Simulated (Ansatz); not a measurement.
# One crystal, many levels of theory: H6PbCBr3N (CH3NH3PbBr3), part 2 of 2

What gap does each level of theory give for H6PbCBr3N (CH3NH3PbBr3), and in what time?

Ansatz 0.2.0; density functionals, hybrids and G0W0, plane waves, PAW. Known limits of the many-body steps: finite bands, screening cutoff and k mesh; no spin-orbit coupling in G0W0.

So far. Step 4 (HSE06 on the 4×4×4 mesh): Over mesh and listed points the gap is 2.692 eV, from k = (0.500, 0.500, 0.500) to k = (0.500, 0.500, 0.450). The least direct gap found is 2.698 eV, at k = (0.500, 0.500, 0.500). On the 4×4×4 mesh alone the same run gives 2.698 eV, so that mesh misses an edge of HSE06: 2.698 − 2.692 = +0.006 eV. HSE06 against PBEsol: 2.692 − 2.006 = +0.686 eV, with the same mesh, files and cutoff, and both edges at the same k points.

The structure was built from a prototype and need not be the compound's stable phase.

In doubt: masses and optical values from hybrid runs of this build are listed as unsure (step 7), which bears on the screening that GW takes from such a start.

### Step 6. G0W0@PBEsol, 4×4×4 mesh, 670 empty bands, screening to 130 eV, PAW set soft_1 files

G0W0 replaces the xc potential by a self-energy built once from the orbitals of the start. Levels are corrected in the window of bands that the input names, at points of the mesh.

This step: G0W0 on PBEsol, plane waves, PAW; PAW set soft_1.

Input file input.yaml:

```yaml
crystal:
  lattice:
    - [5.8213187309, 0.0324159757, 0.0022712583]
    - [0.0324159757, 5.9404160638, -0.0047210805]
    - [0.0022712583, -0.0047210805, 5.7590484621]
  atoms:
    - { symbol: C, position: [0.9047910036, 0.9540312406, 0.9996755484] }
    - { symbol: "N", position: [0.1331001664, 0.0598188283, 0.000403052] }
    - { symbol: H, position: [0.9282636413, 0.7704293229, 0.9981643961] }
    - { symbol: H, position: [0.2285468519, 1.0146442665, 0.8532031015] }
    - { symbol: H, position: [0.8111075916, 0.007871173, 0.8434813284] }
    - { symbol: H, position: [0.1245904708, 0.2347170579, 0.0016984932] }
    - { symbol: H, position: [0.8109581835, 0.0060073127, 0.1567673347] }
    - { symbol: H, position: [0.2283561027, 1.0132046161, 0.1469151635] }
    - { symbol: Pb, position: [0.484565248, 0.4906182816, 0.4998481534] }
    - { symbol: Br, position: [0.4190289606, 0.5445179638, -0.0001332024] }
    - { symbol: Br, position: [0.4409374489, -0.0132096713, 0.500150562] }
    - { symbol: Br, position: [-0.0243269835, 0.4165431027, 0.4995236299] }
kpoints:
  mp_grid: { grid: [4, 4, 4] }
hamiltonian:
  xc: pbesol
  pseudopotentials: { kind: paw, azcp: { folder: soft_1 }, xc_functional: pbe }
scf:
  occupations: { method: fixed }
gw:
  n_empty_bands: 670
  ecut_chi: 130.0
  qp_bands: [v4, c4]
  qp_kpoints: band_edges
  screening: { model: contour_deformation }
```

Run with:

```bash
$ ansatz run input.yaml --threads 2 --pin off --max-ram 92160MiB --backend cuda --events-out ev --progress --plain --runs-dir out --devices 1 --max-vram 13GiB
```

Numbers of over 12 decimals in the logs are rounded to 6 here.

The log of the run:

```text
GPUs: using 1 of 1 available (devices: 1).
[...]
GPU FFT provider: cuFFT
GPU libraries: cuBLAS 13.8.2, cuFFT 12.4.0, cuSOLVER 12.3.4
Crystal: 12 atoms, lattice volume = 199.148 Å³
Basis set: ecut = 420 eV, 3881 PW (Γ)
Bands: 37, of which v1, the nominal top of the filled ones, is band 25 counted from 1 (24 counted from 0)
Symmetry: 1 space group operations
[...]
k-points: 36 of 64 (time reversal used)
[...]
0    29      8.0589    -5.7257    -3.8164   -10.0257  0.7841     8.5491     8.5426  root
[...]
35    26      4.7612    -8.6828    -3.3151   -12.4376  0.7931     5.2041     5.2009  root
    35    27      4.7910    -8.3299    -3.3387   -12.1276  0.7956     5.2534     5.2499  root
    35    28      5.0742    -8.8145    -3.3133   -12.5678  0.7927     5.5175     5.5142  root
    35    29      7.9090    -4.6185    -3.7666    -9.0227  0.8098     8.5541     8.5466  root
[key lines of the parts left out:]
SCF converged after 9 iterations
Free energy (F): -20691.903354 eV
Fermi energy:    2.745936 eV
```

It took 4.2 min on 1 × NVIDIA H100 80GB HBM3 (shared by 6 runs) with 2 threads of AMD EPYC 7R13 (Zen 3), shared host; peak memory 5.3 GiB.

This step gave:

- bands summed: 695
- RPA ε∞ on this mesh (eigenvalues): 4.853, 4.928, 5.079
- plane waves in the screening matrix: 697
- G0W0 gap over the corrected points: 3.132 eV
- k of the valence top: -0.5, -0.5, -0.5
- k of the conduction bottom: -0.5, -0.5, -0.5
- starting gap on the mesh: 2.015 eV
- Z at the valence top: 0.7760
- Z at the conduction bottom: 0.7931
- least direct G0W0 gap over the corrected points: 3.132 eV

Over 20 of 36 irreducible mesh points the G0W0 gap is 3.132 eV, direct, at k = (-0.500, -0.500, -0.500). The PBEsol gap of this run on the mesh is 2.015 eV. The two states that bound the G0W0 gap lie that far apart at the start, so the correction of the gap is 3.132 − 2.015 = +1.117 eV.

### Step 7. G0W0@HSE06, 4×4×4 mesh, 311 empty bands, screening to 78 eV, PAW set soft_1 files

This step: G0W0 on HSE06, plane waves, PAW; PAW set soft_1.

input.yaml: that of step 6 with these lines changed.

```diff
@@ -21,4 +21,4 @@
 hamiltonian:
-  xc: pbesol
-  pseudopotentials: { kind: paw, azcp: { folder: soft_1 }, xc_functional: pbe }
+  xc: hse06
+  pseudopotentials: { kind: paw, azcp: { folder: soft_1 } }
 scf:
@@ -26,4 +26,4 @@
 gw:
-  n_empty_bands: 670
-  ecut_chi: 130.0
+  n_empty_bands: 311
+  ecut_chi: 78
   qp_bands: [v4, c4]
```

The log of the run:

```text
GPUs: using 1 of 1 available (devices: 1).
[...]
GPU FFT provider: cuFFT
GPU libraries: cuBLAS 13.8.2, cuFFT 12.4.0, cuSOLVER 12.3.4
Crystal: 12 atoms, lattice volume = 199.148 Å³
Basis set: ecut = 420 eV, 3881 PW (Γ)
Bands: 37, of which v1, the nominal top of the filled ones, is band 25 counted from 1 (24 counted from 0)
Symmetry: 1 space group operations
[...]
k-points: 36 of 64 (time reversal used)
[...]
0    28      8.3872    -6.4562    -3.5157   -10.3550  0.8085     8.7728     8.7703  root
     0    29      8.6247    -5.5586    -3.4073    -9.3252  0.8174     8.9864     8.9841  root
[...]
35    26      5.1805    -8.2984    -3.0259   -11.7593  0.8221     5.6179     5.6156  root
    35    27      5.2243    -8.0467    -3.0377   -11.5217  0.8240     5.6639     5.6616  root
    35    28      5.5002    -8.4003    -3.0206   -11.8619  0.8221     5.9435     5.9412  root
    35    29      8.5031    -4.3489    -3.3797    -8.1736  0.8387     8.9505     8.9481  root
[key lines of the parts left out:]
Free energy (F): -21004.076689 eV
Fermi energy:    2.482943 eV
```

It took 3.2 min on 1 × NVIDIA H100 80GB HBM3 (shared by 6 runs) with 2 threads; peak memory 3 GiB.

This step gave:

| Property | Result |
| --- | --- |
| bands summed | 336 |
| RPA ε∞ on this mesh (eigenvalues) | 3.758, 3.843, 3.918 |
| plane waves in the screening matrix | 315 |
| G0W0 gap over the corrected points | 3.383 eV |
| k of the valence top | -0.5, -0.5, -0.5 |
| k of the conduction bottom | -0.5, -0.5, -0.5 |
| starting gap on the mesh | 2.698 eV |
| Z at the valence top | 0.8107 |
| Z at the conduction bottom | 0.8221 |
| least direct G0W0 gap over the corrected points | 3.383 eV |

Over 20 of 36 irreducible mesh points the G0W0 gap is 3.383 eV, direct, at k = (-0.500, -0.500, -0.500). The HSE06 gap of this run on the mesh is 2.698 eV. The two states that bound the G0W0 gap lie that far apart at the start, so the correction of the gap is 3.383 − 2.698 = +0.685 eV. G0W0@HSE06 against G0W0@PBEsol with 695 bands: 3.383 − 3.132 = +0.251 eV. The runs also differ in empty bands (670 and 311) and screening cutoff (eV) (130.0 and 78), so how much of this comes from the start alone is not known.

### Step 8. The ladder

Each gap is the least one over the points named; times are wall times on shared hosts, not benchmarks. A G0W0 time includes the run's own self-consistent start. Runs with listed points see these and the mesh alone, so an edge that moves elsewhere is missed. Rows marked * are further runs, not shown as steps, whose inputs differ from the G0W0 step on the same start in the columns given; solver thresholds can differ too. Symmetry makes (0.500, 0.500, 0.500) and (-0.500, -0.500, -0.500) one point.

| level | mesh | files, cutoff | bands summed, screening | points | gap (eV) | valence top | conduction bottom | least direct gap (eV) | time |
| --- | --- | --- | --- | --- | --- | --- | --- | --- | --- |
| PBEsol | 4×4×4 | soft_1 PAW, 420 eV | - | mesh and path | 2.006 | (0.500, 0.500, 0.500) | (0.500, 0.500, 0.450) | 2.015 | 8.5 s |
| PBEsol+SOC | 4×4×4 | soft_1 PAW, 420 eV | - | mesh and listed points | 0.888 | (0.500, 0.500, 0.450) | (0.500, 0.500, 0.450) | 0.888 | 18 s |
| HSE06 | 4×4×4 | soft_1 PAW, 420 eV | - | mesh and listed points | 2.692 | (0.500, 0.500, 0.500) | (0.500, 0.500, 0.450) | 2.698 | 68 s |
| HSE06+SOC | 2×2×2 | soft_1 PAW, 420 eV | - | mesh and listed points | 1.542 | (0.500, 0.500, 0.450) | (0.500, 0.500, 0.450) | 1.542 | 32 s |
| G0W0@PBEsol* | 4×4×4 | soft_1 PAW, 420 eV | 194, 52 eV | 20 of 36 irreducible mesh points | 2.920 | (-0.500, -0.500, -0.500) | (-0.500, -0.500, -0.500) | 2.920 | 56 s |
| G0W0@PBEsol | 4×4×4 | soft_1 PAW, 420 eV | 695, 130 eV | 20 of 36 irreducible mesh points | 3.132 | (-0.500, -0.500, -0.500) | (-0.500, -0.500, -0.500) | 3.132 | 4.2 min |
| G0W0@HSE06 | 4×4×4 | soft_1 PAW, 420 eV | 336, 78 eV | 20 of 36 irreducible mesh points | 3.383 | (-0.500, -0.500, -0.500) | (-0.500, -0.500, -0.500) | 3.383 | 3.2 min |

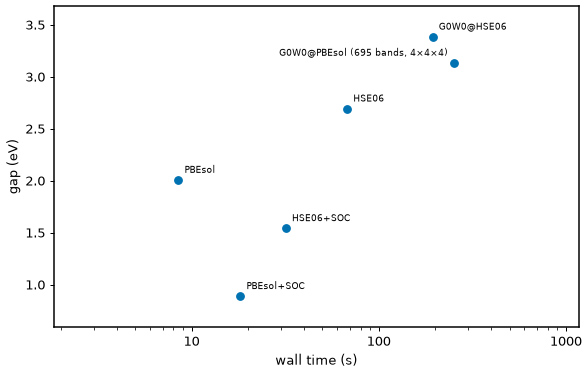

Gap against wall time for the runs shown as steps.

### Step 9. Outcome

```json
{
 "PBEsol, over mesh and path": "2.006 eV",
 "PBEsol+SOC, over mesh and listed points": "0.888 eV",
 "HSE06, over mesh and listed points": "2.692 eV",
 "HSE06+SOC, over mesh and listed points": "1.542 eV",
 "G0W0@PBEsol (695 bands, 4×4×4), over 20 of 36 irreducible mesh points": "3.132 eV",
 "G0W0@HSE06, over 20 of 36 irreducible mesh points": "3.383 eV",
 "known limits": "finite bands, screening cutoff and k mesh; no spin-orbit coupling in G0W0"
}
```

In words: The rows run from 0.888 eV (PBEsol+SOC) to 3.383 eV (G0W0@HSE06). They differ in mesh, bands and screening cutoff of G0W0 and the points over which the gap was sought as well as in level, so only pairs that share these are like for like. HSE06 against PBEsol: 2.692 − 2.006 = +0.686 eV, with the same mesh, files and cutoff, and both edges at the same k points. G0W0@PBEsol (695 bands, 4×4×4) moves the gap of its own start on the mesh by 3.132 − 2.015 = +1.117 eV, between the same two levels. Over mesh and path, PBEsol puts the conduction bottom at k = (0.500, 0.500, 0.450), where no G0W0 correction was computed. The G0W0 gap over the whole zone is therefore not known from this run; at its settings it can only be equal to or under the 3.132 eV found, and no correction is carried over from another point. For the start itself the gap is 2.006 eV over mesh and path and 2.015 eV on the mesh of the G0W0 run. G0W0@HSE06 moves the gap of its own start on the mesh by 3.383 − 2.698 = +0.685 eV, between the same two levels. Over mesh and listed points, HSE06 puts the conduction bottom at k = (0.500, 0.500, 0.450), where no G0W0 correction was computed. The G0W0 gap over the whole zone is therefore not known from this run; at its settings it can only be equal to or under the 3.383 eV found, and no correction is carried over from another point. For the start itself the gap is 2.692 eV over mesh and listed points and 2.698 eV on the mesh of the G0W0 run. What spin-orbit coupling does to the G0W0 levels was not computed, so no sum with the G0W0 gap is formed. For G0W0@PBEsol: from 194 bands and 52 eV to 695 bands and 130 eV the gap moves by 3.132 − 2.920 = +0.212 eV; bands and screening cutoff rise together, so their parts are not told apart. Two runs can't test a law of convergence, so the limit is not known. The other G0W0 rows are shown at one basis each (336 bands), so their distance from the limit is not known here. The G0W0 runs are scalar-relativistic. No pair of G0W0 runs that differ in the mesh alone is shown (4×4×4 is a supercell whose nearest images lie 23 Å apart), so the error from the mesh is not known here. G0W0 is shown with one set of atomic data (soft_1 PAW), so the error from the files is not known here.

[Paths, hosts, dates, memory and timing lines, banners, echoed tables and standing remarks are left out of the program output.]

[Logs are printed without paths, hosts, clocks, repeated set-up lines and the standing remarks that a program may print on its own settings, such as how far it seeks lower states.]

[Runs of the session that timed out or met a known fault of the program may be left out.]

[Cells called generated may have been cut or substituted from an entry of the Crystallography Open Database or the Materials Project.]

[Hosts, paths, dates, database ids (printed as entryN), source tags and the programs' standing remarks are cut or masked in the printed files.]

[Where an RPA ε∞ is given, it is that of the G0W0 mesh and is not shown converged in it. Names of k-points follow the symmetry that the program found, which can be lower than the space group named. Band edges on a path are those of the sampled points; other points can move an edge, and change direct to indirect where valleys lie close.]

[Hybrid gaps are those of their k-mesh and are not shown converged in it.]
